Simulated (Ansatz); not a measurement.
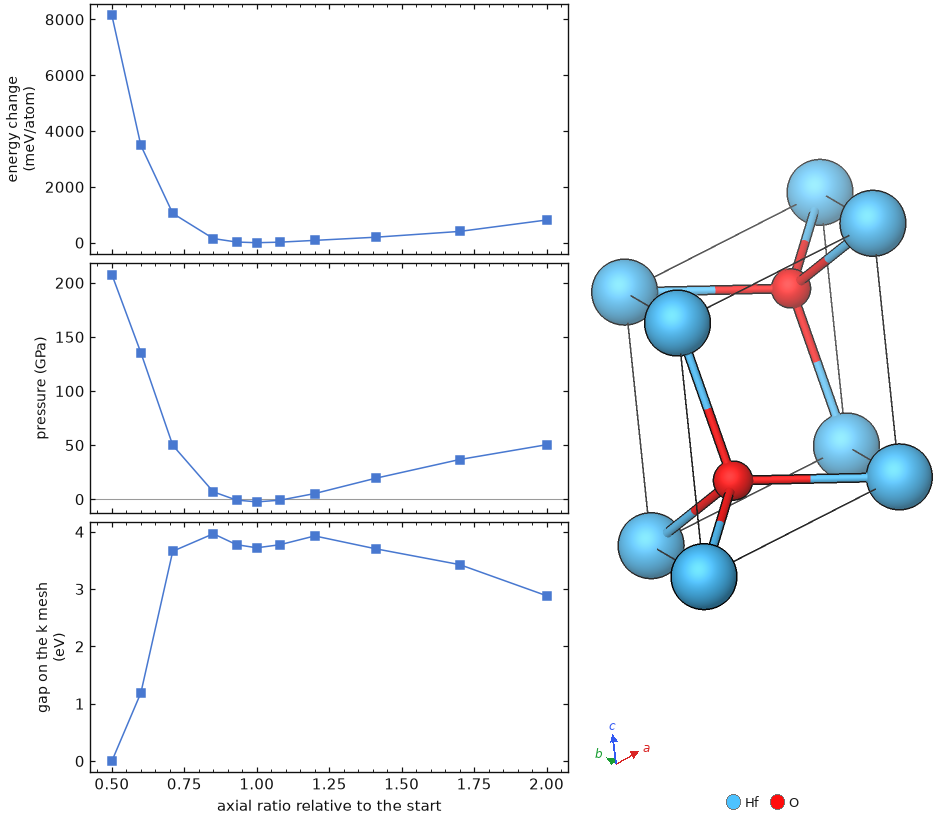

The plot gives the computed energy change, pressure and gap on the k mesh against relative axial ratio for HfO₂, space group Fm-3m (No. 225). The cell is drawn beside the plot.

Cell as given: a = 3.617 Å, b = 3.617 Å, c = 3.617 Å, α = 60.00°, β = 60.00°, γ = 60.00°; 3 atoms.

Method: deformation of a crystal at fixed volume, lengths along the axis scaled against those across it, fractional coordinates fixed, by plane-wave density functional theory with PAW datasets, free energies less that of the undisturbed cell, pressure positive in compression; scalar-relativistic (Ansatz 0.2.0). Level: PBE, no spin polarisation.

- wave cutoff: 420 eV
- k mesh: 8×8×8
- occupations: Gaussian
- smearing width: 0.05 eV
- k shift: (0, 0, 0) (mesh steps)
- start: as given
- path: trigonal
- axis direction: (0.5774, 0.5774, 0.5774) (Cartesian unit vector)

Give the values behind the plot as a table.

```json
{"axial ratio relative to the start": "0.50", "energy change (meV/atom)": "8142", "pressure (GPa)": "208", "gap on the k mesh (eV)": "0.000"}
{"axial ratio relative to the start": "0.60", "energy change (meV/atom)": "3484", "pressure (GPa)": "135", "gap on the k mesh (eV)": "1.190"}
{"axial ratio relative to the start": "0.71", "energy change (meV/atom)": "1050", "pressure (GPa)": "50", "gap on the k mesh (eV)": "3.660"}
{"axial ratio relative to the start": "0.85", "energy change (meV/atom)": "149", "pressure (GPa)": "7", "gap on the k mesh (eV)": "3.965"}
{"axial ratio relative to the start": "0.93", "energy change (meV/atom)": "24", "pressure (GPa)": "-1", "gap on the k mesh (eV)": "3.775"}
{"axial ratio relative to the start": "1.00", "energy change (meV/atom)": "0", "pressure (GPa)": "-2", "gap on the k mesh (eV)": "3.720"}
{"axial ratio relative to the start": "1.08", "energy change (meV/atom)": "19", "pressure (GPa)": "-1", "gap on the k mesh (eV)": "3.774"}
{"axial ratio relative to the start": "1.20", "energy change (meV/atom)": "83", "pressure (GPa)": "5", "gap on the k mesh (eV)": "3.927"}
{"axial ratio relative to the start": "1.41", "energy change (meV/atom)": "197", "pressure (GPa)": "19", "gap on the k mesh (eV)": "3.703"}
{"axial ratio relative to the start": "1.70", "energy change (meV/atom)": "404", "pressure (GPa)": "37", "gap on the k mesh (eV)": "3.427"}
{"axial ratio relative to the start": "2.00", "energy change (meV/atom)": "813", "pressure (GPa)": "50", "gap on the k mesh (eV)": "2.884"}
```

Keep in mind: atoms far too close at some points of the scan; gap closes along the scan on a mesh chosen for the insulator; reference crystal is not relaxed.
